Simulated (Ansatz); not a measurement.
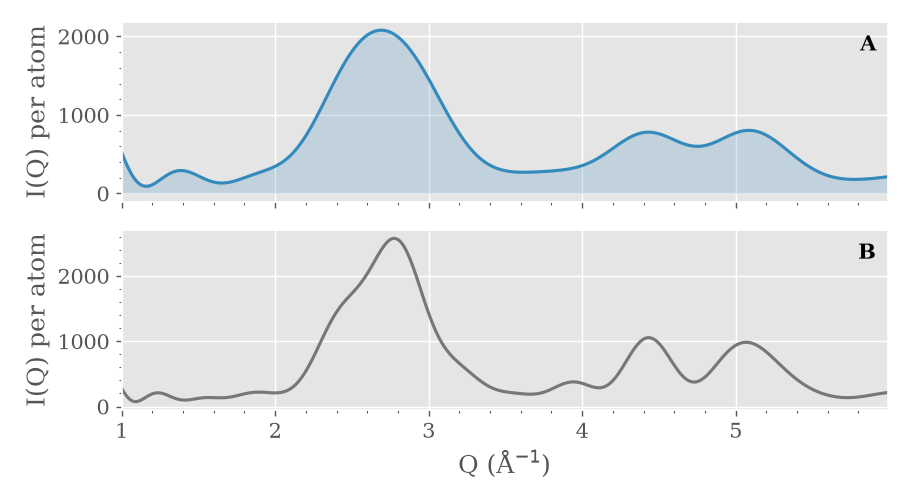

X-ray scattering of spheres cut from the crystal structure of Nb (P6_3/mmc, a = 2.827 Å, b = 2.827 Å, c = 10.415 Å, α = 90.00°, β = 90.00°, γ = 120.00°), calculated atom by atom with the Debye equation (B = 0.5 Å², no relaxation of the surface). It is based on coordinates from a relaxation with DFT PBEsol, scalar-relativistic, plane waves, PAW in Ansatz; the starting structure was generated, so it need not be a known form of this composition.

Question: The spheres are 14 and 20 Å across. Which curve is which?

Answer: curve A: 14 Å (69 atoms); curve B: 20 Å (237 atoms). Peak widths go roughly as 2π/D, so the largest sphere has the sharpest peaks.

Question: Index the main peaks of the largest sphere.

Answer: Q ≈ 2.78 Å⁻¹: 101 + 102; Q ≈ 4.43 Å⁻¹: 106 + 110; Q ≈ 5.07 Å⁻¹: 114.
